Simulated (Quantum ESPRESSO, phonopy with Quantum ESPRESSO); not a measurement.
# SiC (P6_3mc): a volume series of phonon spectra, part 6 of 9

Which modes of SiC drive its thermal expansion?

Quantum ESPRESSO 7.5; DFT LDA, scalar-relativistic, plane waves, GBRV ultrasoft pseudopotentials.

So far. Step 5 (Zone-centre response): The Born charges sum to zero within 0.0037 e; the rest is removed before use. Acoustic frequencies in this log differ from zero by the error of the sum rule, which ph.x does not impose. Step 6 (A displaced supercell): At this level the gap is 2.39 eV on the k-mesh of the self-consistent run, which can miss the band edges.

**8. Lattice dynamics at this volume, V/V0 1**

This step: DFT LDA, scalar-relativistic, plane waves, GBRV ultrasoft pseudopotentials (phonopy with Quantum ESPRESSO 4.10.0 / 7.5).

Run time: 7.5 min. Hardware: 8 threads of Arm Neoverse V2, shared host.

This step gave:

| Quantity | Value |
| --- | --- |
| point group | 6mm |
| highest frequency | 973.1 cm⁻¹ |
| Debye temperature from the second moment | 1185 K |
| lowest frequency on the path | -1.4 cm⁻¹ |
| zero-point energy | 0.4426 eV/cell |

Phonopy, LO-TO term from ph.x's tensors. The phonon branches at the labelled points (cm⁻¹):

```csv
point,branch 1,branch 2,branch 3,branch 4,branch 9,branch 10,branch 11,branch 12
Γ,-1,0,1,258,772,802,842,973
M,258,342,362,439,779,790,850,861
K,388,388,414,482,816,820,822,822
Γ,-1,0,1,258,772,802,842,973
A,194,194,194,194,784,784,917,917
L,322,322,323,323,790,790,837,837
H,291,291,472,472,795,795,808,808
A,194,194,194,194,784,784,917,917
jump to L,322,322,323,323,790,790,837,837
M,258,342,362,439,779,790,850,861
jump to H,291,291,472,472,795,795,808,808
K,388,388,414,482,816,820,822,822
```

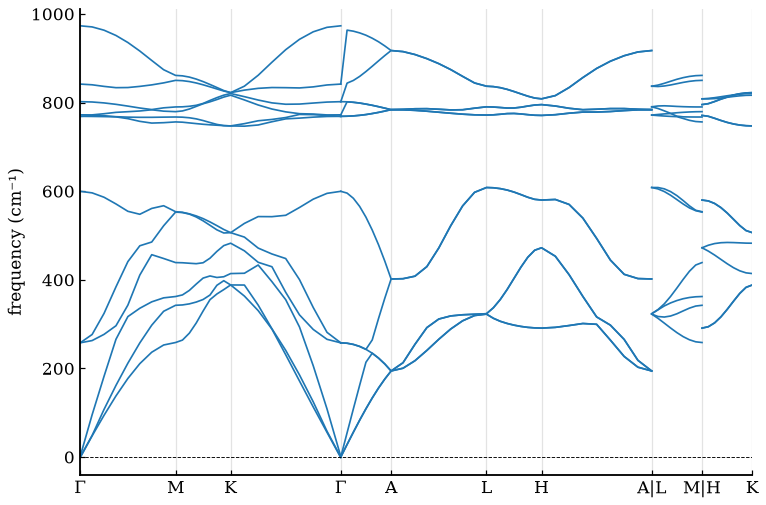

Phonon branches along the path.

Harmonic. Thermo, by row:

```csv
T (K),F_vib (meV/atom),S (J/mol-atom/K),C_V (J/mol-atom/K)
0,110.6,0,0
50,110.6,0.086,0.294
100,110.4,0.816,2.334
150,109.7,2.305,5.258
200,108,4.232,8.27
250,105.2,6.384,11.07
300,101.3,8.622,13.48
350,96.29,10.85,15.45
400,90.11,13.02,17.03
450,82.81,15.11,18.3
500,74.47,17.09,19.3
550,65.12,18.97,20.12
600,54.83,20.75,20.77
650,43.64,22.43,21.31
700,31.6,24.03,21.76
750,18.75,25.54,22.13
800,5.14,26.98,22.44
850,-9.2,28.35,22.7
900,-24.23,29.65,22.93
950,-39.92,30.9,23.12
1000,-56.24,32.09,23.29
```

The modes has structure finer than the step of the table below, so its rows give means over 100 cm⁻¹, whole bins alone (the curve runs from -10 to 1011 cm⁻¹). Peaks (cm⁻¹: height): C 779.6: 0.0790, 837.4: 0.0363; Si 298.2: 0.0208, 555.0: 0.0180, 779.6: 0.0219.

Phonopy on the run's constants, 21x21x11 mesh, Gaussian sigma 7.3 cm⁻¹. The modes by wavenumber; means over each step; values in 1/cm⁻¹/cell:

```csv
wavenumber (cm⁻¹),C,Si
100,3.4e-4,8.3e-4
200,0.00154,0.00426
300,0.00446,0.0160
400,0.00264,0.0121
500,0.00133,0.00811
600,4.5e-4,0.00790
700,0.00112,1.7e-4
800,0.0397,0.00878
900,0.00797,0.00167
```

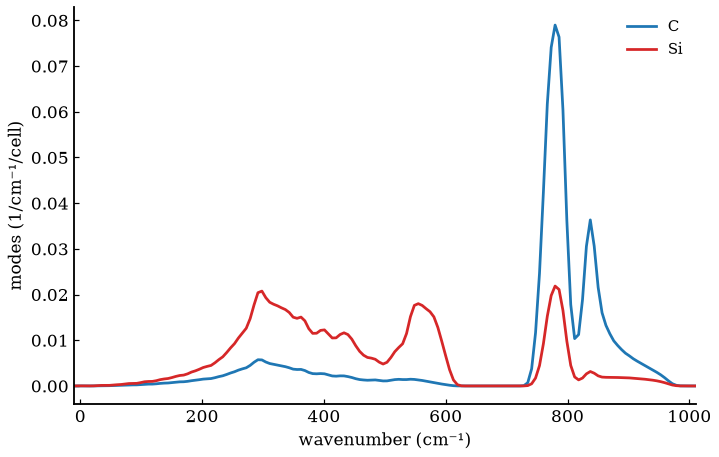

Modes, plotted against wavenumber.

No LO-TO term. The modes at Γ (shares of kinetic energy by element, %):

```csv
mode,frequency (cm⁻¹),symmetry,Si %,C %
1,0.0,-,70,30
2,0.0,-,70,30
3,0.0,-,70,30
4,257.7,E2,74,26
5,257.7,E2,74,26
6,599.6,B1,100,0
7,768.8,E2,26,74
8,768.8,E2,26,74
9,772.2,A1,30,70
10,801.9,E1,30,70
11,801.9,E1,30,70
12,841.6,B1,0,100
```

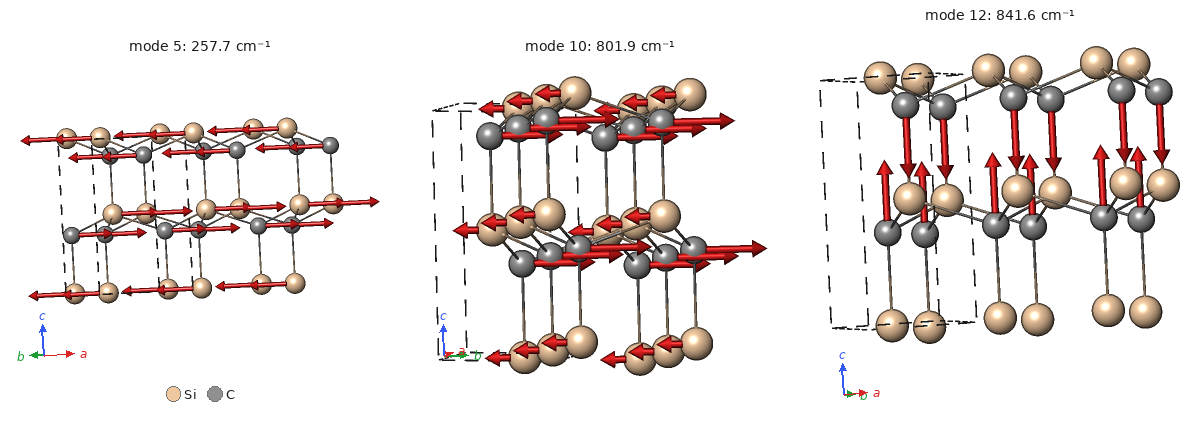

Displacement patterns of modes 5, 10 and 12 at Γ; arrows are exaggerated. 3×2×1 cells are drawn. Some periodic images of atoms are drawn too.

No mode is imaginary beyond numerical noise along the path.

The time given is that of the 4 pw.x runs on displaced cells behind this step.

**9. A cell at another volume, V/V0 1.015**

The volume is fixed at the new value while shape and atoms relax, so that only the volume differs between members of the series.

This step: DFT LDA, scalar-relativistic, plane waves, GBRV ultrasoft pseudopotentials (Quantum ESPRESSO 7.5).

System of this step: SiC. Symmetry: P6_3mc, No. 186, hexagonal system. The conventional cell has a = 3.071 Å, b = 3.071 Å, c = 5.040 Å, α = 90.00°, β = 90.00°, γ = 120.00°. Nearest to Si lie 4 C at 1.88 to 1.89 Å. Nearest to C lie 4 Si at 1.88 to 1.89 Å. Farther neighbours are not listed.

Contents of relax.in:

```
 &control
    calculation='vc-relax',
    prefix='x',
    outdir='./tmp',
    pseudo_dir='./pseudo',
    tprnfor=.true.,
    tstress=.true.,
    forc_conv_thr=2.0d-05,
    etot_conv_thr=1.0d-07,
    nstep=40,
 /
 &system
    ibrav=0,
    nat=4,
    ntyp=2,
    ecutwfc=45.0,
    ecutrho=270.0,
    occupations='fixed',
    nbnd=10,
 /
 &electrons
    conv_thr=1.0d-11,
    mixing_beta=0.7,
    electron_maxstep=100,
 /
 &ions
 /
 &cell
    press_conv_thr=0.1,
    cell_dofree='shape',
 /
ATOMIC_SPECIES
 Si     28.0850  Si.upf
 C      12.0110  C.upf
CELL_PARAMETERS angstrom
     3.071060857    0.000000000    0.000000000
    -1.535530428    2.659616719    0.000000000
     0.000000000    0.000000000    5.040176693
ATOMIC_POSITIONS crystal
 Si     0.333333333   0.666666667   0.004600052
 Si     0.666666667   0.333333333   0.504600052
 C      0.333333333   0.666666667   0.380399948
 C      0.666666667   0.333333333   0.880399948
K_POINTS automatic
 12 12 6 0 0 0
```

Run with:

```
$ OMP_NUM_THREADS=1 mpirun -n 8 pw.x -nk 8 -in relax.in > relax.out
```

Output:

```text
[banner, memory and clock lines left out]
Program PWSCF v.7.5

     Message from routine setup:
     using ibrav=0 with symmetry is DISCOURAGED, use correct ibrav instead

     G-vector sticks info

     bravais-lattice index     =            0
     lattice parameter (alat)  =       5.8035  a.u.
     unit-cell volume          =     277.8113 (a.u.)^3
     number of atoms/cell      =            4
     number of atomic types    =            2
     number of electrons       =        16.00
[...]
Total force =     0.000000     Total SCF correction =     0.000000
     SCF correction compared to forces is large: reduce conv_thr to get better values

     Computing stress (Cartesian axis) and pressure

          total   stress  (Ry/bohr**3)                   (kbar)     P=      -33.41
[...]
0.00000000  -0.00022714  -0.00000000            0.00      -33.41       -0.00
   0.00000000   0.00000000  -0.00022701            0.00        0.00      -33.39

     XML data file, charge density, pseudopotentials, collected wavefunctions
[key lines of the parts left out:]
!    total energy              =     -42.39991571 Ry
convergence has been achieved in  16 iterations
```

Wall time 9.9 s (8 MPI ranks).

Little changed from the start: no atom moved by 0.005 Å and no cell edge by 0.1 %.

After the last step pw.x solved the final cell once more on a basis chosen for it, which moves the energy without moving the atoms.

**10. Self-consistent run, V/V0 1.015**

A tight ground state at this cell gives the energy of this member; its pressure is the stress at this cutoff, which can carry an offset from the finite basis.

Contents of scf.in:

```
 &control
    calculation='scf',
    prefix='x',
    outdir='./tmp',
    pseudo_dir='./pseudo',
    tprnfor=.true.,
    tstress=.true.,
 /
 &system
    ibrav=0,
    nat=4,
    ntyp=2,
    ecutwfc=45.0,
    ecutrho=270.0,
    occupations='fixed',
    nbnd=10,
 /
 &electrons
    conv_thr=1.0d-12,
    mixing_beta=0.7,
    electron_maxstep=100,
 /
ATOMIC_SPECIES
 Si     28.0850  Si.upf
 C      12.0110  C.upf
CELL_PARAMETERS angstrom
     3.070934375    0.000000000    0.000000000
    -1.535467187    2.659507182    0.000000000
     0.000000000    0.000000000    5.040591879
ATOMIC_POSITIONS crystal
 Si     0.333333333   0.666666667   0.004590270
 Si     0.666666667   0.333333333   0.504590270
 C      0.333333333   0.666666667   0.380409730
 C      0.666666667   0.333333333   0.880409730
K_POINTS automatic
 12 12 6 0 0 0
```

Run with:

```
$ OMP_NUM_THREADS=1 mpirun -n 8 pw.x -nk 8 -in scf.in > scf.out
```

Output:

```text
[banner, memory and clock lines left out]
Program PWSCF v.7.5

     Message from routine setup:
     using ibrav=0 with symmetry is DISCOURAGED, use correct ibrav instead

     G-vector sticks info

     bravais-lattice index     =            0
     lattice parameter (alat)  =       5.8032  a.u.
     unit-cell volume          =     277.8113 (a.u.)^3
     number of atoms/cell      =            4
     number of atomic types    =            2
     number of electrons       =        16.00
[...]
Total force =     0.000000     Total SCF correction =     0.000000
     SCF correction compared to forces is large: reduce conv_thr to get better values

     Computing stress (Cartesian axis) and pressure

          total   stress  (Ry/bohr**3)                   (kbar)     P=      -33.41
  -0.00022714   0.00000000   0.00000000          -33.41        0.00        0.00
   0.00000000  -0.00022714   0.00000000            0.00      -33.41        0.00
   0.00000000   0.00000000  -0.00022701            0.00        0.00      -33.39

     XML data file, charge density, pseudopotentials, collected wavefunctions
[key lines of the parts left out:]
!    total energy              =     -42.39991572 Ry
convergence has been achieved in  11 iterations
```

Run time: 3.8 s. Hardware: 8 MPI ranks.

At this level the gap is 2.16 eV on the k-mesh of the self-consistent run, which can miss the band edges.

**11. Born charges and dielectric tensor**

In a polar crystal the Born charges and ε∞ give the long-range dipole term that a finite supercell misses. They are those of this k-mesh and were not tested on a denser one; where the gap is small they converge slowly, and the LO modes with them.

Contents of ph.in:

```
phonons
 &inputph
    prefix='x',
    outdir='./tmp',
    fildyn='x.dyn',
    tr2_ph=1.0d-18,
    epsil=.true.,
 /
0.000000000 0.000000000 0.000000000
```

scf.in is that of step 10.

Run with:

```
$ OMP_NUM_THREADS=1 mpirun -n 8 ph.x -nk 8 -in ph.in > ph.out
```

Output:

```text
[banner, memory and clock lines left out]
Program PHONON v.7.5

     ./tmp/x.save/

     IMPORTANT: XC functional enforced from input :
     Exchange-correlation= PZ
                           (   1   1   0   0   0   0   0)
     Any further DFT definition will be discarded
     Please, verify this is what you really want

     G-vector sticks info

     Reading collected, re-writing distributed wavefunctions in ./tmp/

     Number and degeneracy of irreps per q-point
       N         xq(1)         xq(2)         xq(3)   N irreps
[...]
**************************************************************************

     Mode symmetry, C_6v (6mm)  point group:

     freq (   1-   2) =         -5.8  [cm-1]   --> E_1             I+R
     freq (   3-   3) =         -5.6  [cm-1]   --> A_1             I+R
     freq (   4-   5) =        258.5  [cm-1]   --> E_2             R
     freq (   6-   6) =        591.0  [cm-1]   --> B_1
     freq (   7-   8) =        753.3  [cm-1]   --> E_2             R
     freq (   9-   9) =        758.9  [cm-1]   --> A_1             I+R
     freq (  10-  11) =        788.4  [cm-1]   --> E_1             I+R
     freq (  12-  12) =        827.1  [cm-1]   --> B_1
```

Elapsed: 80 s, on 8 MPI ranks; 11 min of CPU time.

ε∞:

```
6.93 0.00 0.00
0.00 6.93 0.00
0.00 0.00 7.28
```

The Born charges sum to zero within 0.0037 e; the rest is removed before use. Acoustic frequencies in this log differ from zero by the error of the sum rule, which ph.x does not impose.

**12. A displaced supercell**

One atom (for the harmonic constants) or a pair of atoms (for the cubic ones) is moved by a few hundredths of an ångström; the forces on all atoms give a column of force constants. The threshold is tight because the forces are small.

System of this step: SiC. The cell holds 32 atoms: 16 Si and 16 C. Its edges and angles: a = 6.142 Å, b = 6.142 Å, c = 10.081 Å, α = 90.0°, β = 90.0°, γ = 120.0°. It derives from SiC, repeated 2×2×2.

Contents of disp-00001.in:

```
 &control
    calculation='scf',
    prefix='x',
    outdir='./tmp',
    pseudo_dir='./pseudo',
    tprnfor=.true.,
    disk_io='none',
 /
 &system
    ibrav=0,
    nat=32,
    ntyp=2,
    ecutwfc=45.0,
    ecutrho=270.0,
    occupations='fixed',
    nbnd=66,
 /
 &electrons
    conv_thr=1.0d-11,
    mixing_beta=0.7,
    electron_maxstep=100,
 /
ATOMIC_SPECIES
 Si     28.0850  Si.upf
 C      12.0110  C.upf
CELL_PARAMETERS angstrom
     6.141868750    0.000000000    0.000000000
    -3.070934374    5.319014364    0.000000000
     0.000000000    0.000000000   10.081183758
ATOMIC_POSITIONS crystal
 Si     0.168360896   0.333333333   0.003989364
 Si     0.666666667   0.333333333   0.002295135
 Si     0.166666667   0.833333333   0.002295135
 Si     0.666666667   0.833333333   0.002295135
 Si     0.166666667   0.333333333   0.502295135
 Si     0.666666667   0.333333333   0.502295135
 Si     0.166666667   0.833333333   0.502295135
 Si     0.666666667   0.833333333   0.502295135
 Si     0.333333333   0.166666667   0.252295135
 Si     0.833333333   0.166666667   0.252295135
 Si     0.333333333   0.666666667   0.252295135
 Si     0.833333333   0.666666667   0.252295135
 Si     0.333333333   0.166666667   0.752295135
 Si     0.833333333   0.166666667   0.752295135
 Si     0.333333333   0.666666667   0.752295135
 Si     0.833333333   0.666666667   0.752295135
 C      0.166666667   0.333333333   0.190204865
 C      0.666666667   0.333333333   0.190204865
 C      0.166666667   0.833333333   0.190204865
 C      0.666666667   0.833333333   0.190204865
 C      0.166666667   0.333333333   0.690204865
 C      0.666666667   0.333333333   0.690204865
 C      0.166666667   0.833333333   0.690204865
 C      0.666666667   0.833333333   0.690204865
 C      0.333333333   0.166666667   0.440204865
 C      0.833333333   0.166666667   0.440204865
 C      0.333333333   0.666666667   0.440204865
 C      0.833333333   0.666666667   0.440204865
 C      0.333333333   0.166666667   0.940204865
 C      0.833333333   0.166666667   0.940204865
 C      0.333333333   0.666666667   0.940204865
 C      0.833333333   0.666666667   0.940204865
K_POINTS automatic
 4 4 2 0 0 0
```

Run with:

```
$ OMP_NUM_THREADS=1 mpirun -n 2 pw.x -nk 2 -in disp-00001.in > disp-00001.out
```

Output:

```text
[banner, memory and clock lines left out]
Program PWSCF v.7.5

     G-vector sticks info

     bravais-lattice index     =            0
     lattice parameter (alat)  =      11.6064  a.u.
     unit-cell volume          =    2222.4901 (a.u.)^3
     number of atoms/cell      =           32
     number of atomic types    =            2
     number of electrons       =       128.00
     number of Kohn-Sham states=           66
     kinetic-energy cutoff     =      45.0000  Ry
[...]
atom    1 type  1   force =    -0.01015569    0.00010266   -0.01681692
     atom    2 type  1   force =     0.00216314   -0.00070117   -0.00119115
     atom    3 type  1   force =     0.00069516   -0.00084709   -0.00082164
[...]
atom   31 type  2   force =     0.00093787   -0.00181872    0.00264162
     atom   32 type  2   force =    -0.00011233    0.00000074    0.00035816

     Total force =     0.022677     Total SCF correction =     0.000009
     Message from routine punch:
     Nothing written, as per user request (disk_io='none')
[key lines of the parts left out:]
!    total energy              =    -339.19854532 Ry
convergence has been achieved in  18 iterations
```

It took 7.5 min on 2 MPI ranks; 15 min of CPU time.

**13. Phonons, V/V0 1.015**

This step: DFT LDA, scalar-relativistic, plane waves, GBRV ultrasoft pseudopotentials (phonopy with Quantum ESPRESSO 4.10.0 / 7.5).

Run time: 7.5 min. Hardware: 8 threads; 60 min of CPU time.

Phonopy, LO-TO term from ph.x's tensors. The phonon branches at the labelled points (cm⁻¹):

```csv
point,branch 1,branch 2,branch 3,branch 4,branch 9,branch 10,branch 11,branch 12
Γ,-1,0,1,258,759,788,827,958
M,259,340,362,436,764,775,835,846
K,386,386,413,479,800,804,807,807
Γ,-1,0,1,258,759,788,827,958
A,194,194,194,194,770,770,902,902
L,322,322,323,323,776,776,822,822
H,291,291,470,470,781,781,792,792
A,194,194,194,194,770,770,902,902
jump to L,322,322,323,323,776,776,822,822
M,259,340,362,436,764,775,835,846
jump to H,291,291,470,470,781,781,792,792
K,386,386,413,479,800,804,807,807
```

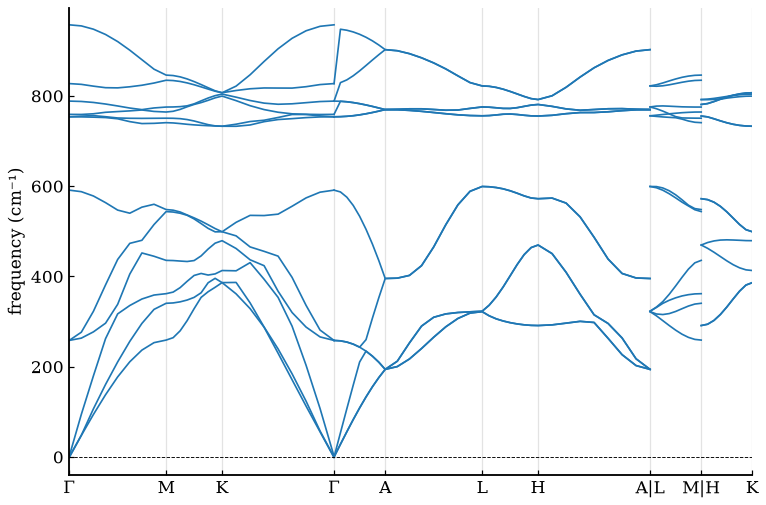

Phonon branches along the path.

No mode is imaginary beyond numerical noise along the path. The highest zone-centre mode (no LO–TO term) moved by -1.7 % for a volume change of +1.5 %.

The time given is that of the 4 pw.x runs on displaced cells behind this step.

**14. A cell at another volume, V/V0 0.985**

Each volume of the series is relaxed in shape and positions, since modes respond to internal strain as well.

This step: DFT LDA, scalar-relativistic, plane waves, GBRV ultrasoft pseudopotentials (Quantum ESPRESSO 7.5).

System of this step: SiC. It takes space group P6_3mc (No. 186, hexagonal). Conventional cell: a = 3.041 Å, b = 3.041 Å, c = 4.990 Å, α = 90.00°, β = 90.00°, γ = 120.00°. Nearest to Si lie 4 C at 1.86 to 1.88 Å. C has 4 Si at 1.86 to 1.88 Å nearest. Farther neighbours are not listed.

Edit relax.in of step 9 so:

```diff
@@ -35,5 +35,5 @@
 CELL_PARAMETERS angstrom
-     3.071060857    0.000000000    0.000000000
-    -1.535530428    2.659616719    0.000000000
-     0.000000000    0.000000000    5.040176693
+     3.040501010    0.000000000    0.000000000
+    -1.520250505    2.633151115    0.000000000
+     0.000000000    0.000000000    4.990022354
 ATOMIC_POSITIONS crystal
```

Run with:

```
$ OMP_NUM_THREADS=1 mpirun -n 8 pw.x -nk 8 -in relax.in > relax.out
```

Output:

```text
[banner, memory and clock lines left out]
Program PWSCF v.7.5

     Message from routine setup:
     using ibrav=0 with symmetry is DISCOURAGED, use correct ibrav instead

     G-vector sticks info

     bravais-lattice index     =            0
     lattice parameter (alat)  =       5.7457  a.u.
     unit-cell volume          =     269.6001 (a.u.)^3
     number of atoms/cell      =            4
     number of atomic types    =            2
     number of electrons       =        16.00
[...]
atom    4 type  2   force =    -0.00000000    0.00000000   -0.00000390

     Total force =     0.000008     Total SCF correction =     0.000000

     Computing stress (Cartesian axis) and pressure

          total   stress  (Ry/bohr**3)                   (kbar)     P=       35.64
[...]
-0.00000000   0.00024241  -0.00000000           -0.00       35.66       -0.00
   0.00000000   0.00000000   0.00024201            0.00        0.00       35.60

     XML data file, charge density, pseudopotentials, collected wavefunctions
[key lines of the parts left out:]
!    total energy              =     -42.39982649 Ry
convergence has been achieved in  13 iterations
```

Wall time 9.8 s (8 MPI ranks).

Little changed from the start: no atom moved by 0.005 Å and no cell edge by 0.1 %.

After the last step pw.x solved the final cell once more on a basis chosen for it, which moves the energy without moving the atoms.

**15. Self-consistent run, V/V0 0.985**

A tight ground state at this cell gives the energy of this member; its pressure is the stress at this cutoff, which can carry an offset from the finite basis.

Contents of scf.in:

```
 &control
    calculation='scf',
    prefix='x',
    outdir='./tmp',
    pseudo_dir='./pseudo',
    tprnfor=.true.,
    tstress=.true.,
 /
 &system
    ibrav=0,
    nat=4,
    ntyp=2,
    ecutwfc=45.0,
    ecutrho=270.0,
    occupations='fixed',
    nbnd=10,
 /
 &electrons
    conv_thr=1.0d-12,
    mixing_beta=0.7,
    electron_maxstep=100,
 /
ATOMIC_SPECIES
 Si     28.0850  Si.upf
 C      12.0110  C.upf
CELL_PARAMETERS angstrom
     3.040610518    0.000000000    0.000000000
    -1.520305259    2.633245952    0.000000000
     0.000000000    0.000000000    4.989662928
ATOMIC_POSITIONS crystal
 Si     0.333333333   0.666666667   0.004606647
 Si     0.666666667   0.333333333   0.504606647
 C      0.333333333   0.666666667   0.380393353
 C      0.666666667   0.333333333   0.880393353
K_POINTS automatic
 12 12 6 0 0 0
```

Run with:

```
$ OMP_NUM_THREADS=1 mpirun -n 8 pw.x -nk 8 -in scf.in > scf.out
```

Output:

```text
[banner, memory and clock lines left out]
Program PWSCF v.7.5

     Message from routine setup:
     using ibrav=0 with symmetry is DISCOURAGED, use correct ibrav instead

     G-vector sticks info

     bravais-lattice index     =            0
     lattice parameter (alat)  =       5.7459  a.u.
     unit-cell volume          =     269.6001 (a.u.)^3
     number of atoms/cell      =            4
     number of atomic types    =            2
     number of electrons       =        16.00
[...]
atom    4 type  2   force =     0.00000000    0.00000000   -0.00000389

     Total force =     0.000008     Total SCF correction =     0.000000

     Computing stress (Cartesian axis) and pressure

          total   stress  (Ry/bohr**3)                   (kbar)     P=       35.64
   0.00024240  -0.00000000   0.00000000           35.66       -0.00        0.00
  -0.00000000   0.00024240   0.00000000           -0.00       35.66        0.00
   0.00000000   0.00000000   0.00024200            0.00        0.00       35.60

     XML data file, charge density, pseudopotentials, collected wavefunctions
[key lines of the parts left out:]
!    total energy              =     -42.39982649 Ry
convergence has been achieved in  12 iterations
```

It took 4 s on 8 MPI ranks; 31 s of CPU time.

The run ends at a pressure of 3.56 GPa.

(Part 6 of 9 ends here.)

[Logs are printed without paths, hosts, clocks, repeated set-up lines and the standing remarks that a program may print on its own settings, such as how far it seeks lower states.]

[Hosts, paths, dates, database ids (printed as entryN), source tags and the programs' standing remarks are cut or masked in the printed files.]

[A step with changed settings may run another functional than the one named; its input shows which.]

[Of the runs on displaced cells, only some may be shown.]
